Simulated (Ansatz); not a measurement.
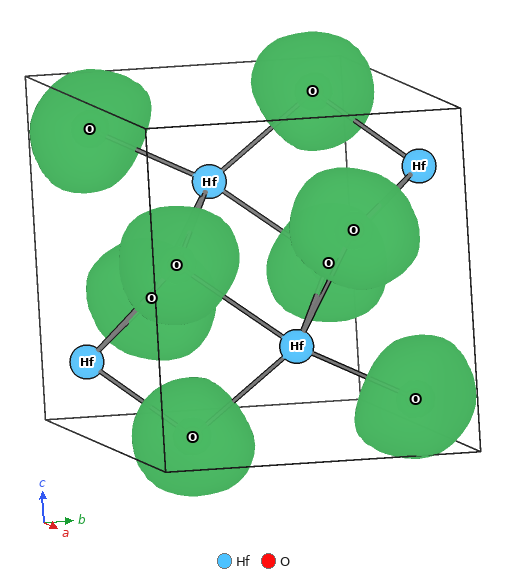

Figure. HfO2. Isosurface of the ELF at 0.6 (green), seen slightly off an axis. Only the valence region is drawn (cores and ρ < 0.01 e/Å³ removed). Sticks mark near contacts.

Space group P2₁/c; not relaxed (largest force 0.4 eV/Å); computed pressure about −5 GPa in this cell.

Method: Ansatz 0.2.0, Kohn-Sham DFT of a periodic cell, m-r2SCAN, Ansatz PAW.

Identify the bonds, lone pairs and shells in this picture.

The surface consists of eight regions wrapped around O (the valence shell of each), counted in one cell of 12 atoms. Any copies at cell faces, edges or corners count once.

Values along the shortest contacts:
Hf–O (2.05 Å): the ELF peaks at about 0.85 in the valence shell of O, 0.6 Å from its nucleus, and drops to about 0.20 between the two atoms; no shared electron pair shows on this line. Hf–O (2.14 Å): the ELF peaks at about 0.85 in the valence shell of O, 0.6 Å from its nucleus, and drops to about 0.15 between the two atoms (no shared electron pair shows on this line).

Does the calculation make it a metal, or give it a gap?

It is gapped, with a Kohn–Sham gap of 4.6 eV on the k-point mesh, an upper bound to the gap of this method.
